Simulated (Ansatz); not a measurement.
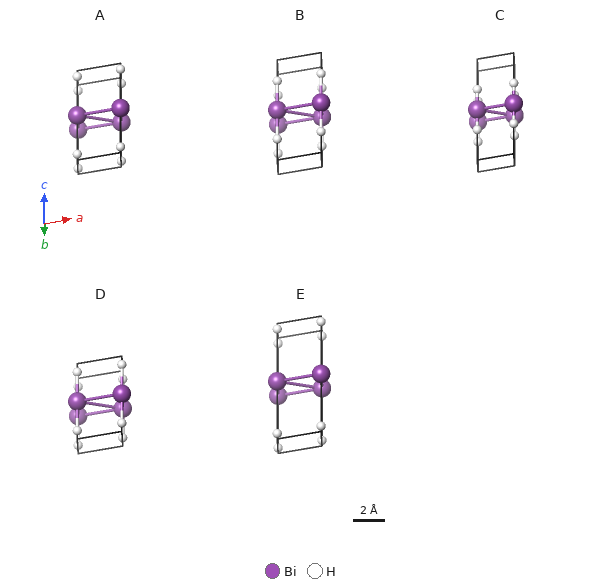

5 geometries from one relaxation of a crystal of BiH$_{2}$ (a generated structure, set up in P6/mmm) (coarse preliminary run), in shuffled order. A ball-and-stick model of the cell of the calculation, seen from a free direction.

Computed with Ansatz, DFT PBE, scalar-relativistic, plane waves, PAW. Settings: plane-wave cutoff 420 eV; k-point mesh 6 × 6 × 4; occupations gaussian; smearing width 0.1 eV; no spin polarisation; cell and atoms relaxed; force threshold 0.04 eV/Å; at most 70 steps.

Q: Put them in the order of the run, from the start to the converged end.

A: C, B, D, A, E. They are steps 0, 6, 11, 16, 27, at +3019 meV per atom, +741 meV per atom, +322 meV per atom, +57.6 meV per atom relative to the last. After 25 accepted moves (27 points after the start) the energy has fallen by 3019 meV per atom. The largest force component goes from 12 to 0.032 eV/Å. The pressure goes from 77.26 to 0.03 GPa. At 2 points the geometry stayed and the basis and grid were re-selected for the new cell (energy shift of 22.2 meV per atom at most each time). The largest moves relative to the cell, 1.99 Å, are those of H atoms. Bi stays in place. Cell: a = b 2.788 → 3.349 Å (+20.1 %), c 6.882 → 7.876 Å (+14.4 %). Volume +65.1 %. Near-neighbour distances that change, for instance: H–H 4.129 → 0.751 Å, Bi–H 1.376 → 3.562 Å, Bi–Bi 2.788 → 3.349 Å. New bonds form: H–H (4.13 → 0.75 Å). Bonds break: Bi–H (1.38 → 3.56 Å). The space group stays P6/mmm (No. 191).

Limits of the set-up: the k-point mesh is coarse for a cell with partly filled bands.
